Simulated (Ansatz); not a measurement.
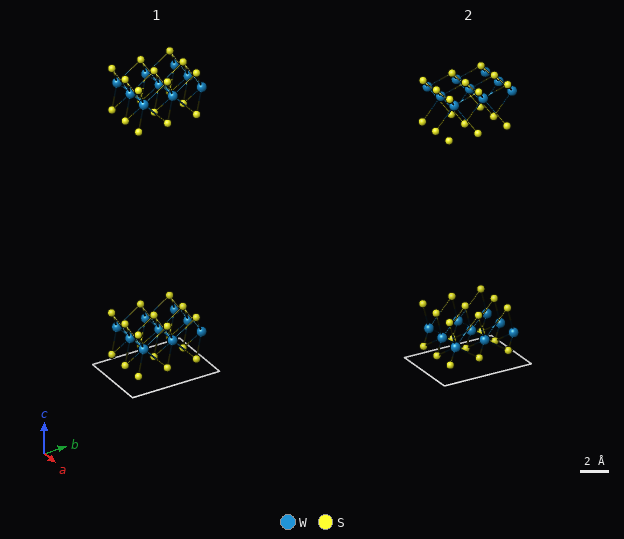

Two geometries of a crystal of WS₂ (set up in P1), drawn at one scale. One is the start of a relaxation, the other its converged end. A ball-and-stick model of the 3 × 3 repeat of the cell, outlined in the plane, without the vacuum, seen slightly off an axis.

The calculation used Ansatz 0.2.0, DFT PBEsol, scalar-relativistic, plane waves, PAW. Settings: plane-wave cutoff 420 eV; k-point mesh 12 × 12 × 1; occupations gaussian; smearing width 0.05 eV; no spin polarisation; cell and atoms relaxed; force threshold 0.01 eV/Å; at most 80 steps.

**Which geometry has the lower energy?**

Structure 1 is the relaxed one. Case: a zone-boundary wave of random shape, sigma 0.15 Å; relaxed back. An S atom moves most relative to the layer's centre: 0.80 Å at 46° to the normal (+c side). Largest moves by element: S 0.80 Å, W 0.42 Å. In the plane the drawn cell goes a 9.437 → 9.438 Å (0.0 %), b 9.437 → 9.437 Å (0.0 %). Some distances before and after: S–W 3.303 → 2.399 Å, S–W 1.526 → 2.399 Å, S–W 3.051 → 2.399 Å, S–W 1.803 → 2.399 Å. New bonds form, among them: S–W (3.05 → 2.40 Å), S–W (3.30 → 2.40 Å). Among the angles between lasting bonds that change: S–W–S 107.6° → 135.5°, S–W–S 109.5° → 81.9°, W–S–W 109.5° → 81.9°. The space group stays P1 (No. 1). After 7 accepted moves (8 points after the start) the energy has fallen by 4169 meV per atom. Largest force component: 51 eV/Å at the start, 0.0013 eV/Å at the end. At 1 point the geometry stayed and the basis and grid were re-selected for the new cell (energy shift of 0.2 meV per atom at most each time). The run took 3.7 min on 2 threads of Intel(R) Xeon(R) Platinum 8488C (Sapphire Rapids) (shared host), peak memory 0.98 GiB.

Limits of the set-up: layers or molecules are held without a dispersion correction, so their spacing is unreliable.
